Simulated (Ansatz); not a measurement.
Take the following structure.

```cif
data_structure
_symmetry_space_group_name_H-M 'P -4 3 m'
_symmetry_Int_Tables_number 215
_cell_length_a 4.3173
_cell_length_b 4.3173
_cell_length_c 4.3173
_cell_angle_alpha 90.000
_cell_angle_beta 90.000
_cell_angle_gamma 90.000
_cell_volume 80.47
loop_
_atom_site_label
_atom_site_type_symbol
_atom_site_symmetry_multiplicity
_atom_site_Wyckoff_symbol
_atom_site_fract_x
_atom_site_fract_y
_atom_site_fract_z
_atom_site_occupancy
Al1 Al 1 a 0.00000 0.00000 0.00000 1
Ga1 Ga 3 c 0.50000 0.50000 0.00000 1
N1 N 4 e 0.75550 0.75550 0.24450 1
```

Question: Interpret the file: composition, symmetry and coordination.

Answer: The solid is AlGa3N4. It is primitive cubic, space group P-43m (No. 215). In the cell are 1 Al, 3 Ga, 4 N, which makes 1 formula unit. Each Al has four N in a tetrahedral arrangement at 1.83 Å. Around each Ga lie four N in a tetrahedral arrangement at 1.88 Å. N is coordinated by three Ga and one Al in a tetrahedral arrangement (1.88 Å to Ga, 1.83 Å to Al). The bonds build a three-dimensional framework.

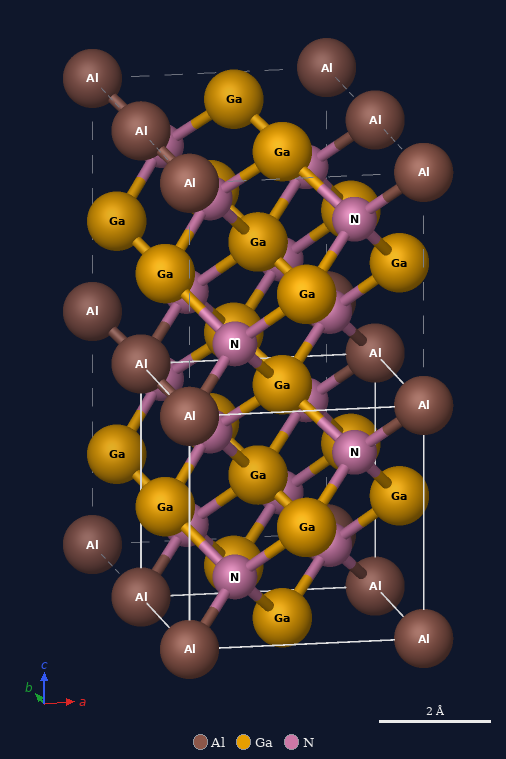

Crystal structure, ball-and-stick style, seen slightly off an axis. Solid lines give the conventional unit cell, repeated here 1×2×2 times. Colours: aluminium brown, gallium orange, nitrogen pink.

It goes back to a structure listed in the Materials Project. Earlier steps of the study, as a rule a relaxation of our own, may have changed the cell and positions, so they can lie some per cent off the listed ones. Ansatz was used for an electronic-structure calculation on it.

At this level of theory the run's own cell isn't at rest (compressed, at 25 GPa), so its distances can differ from those at equilibrium, the more so the softer the solid.
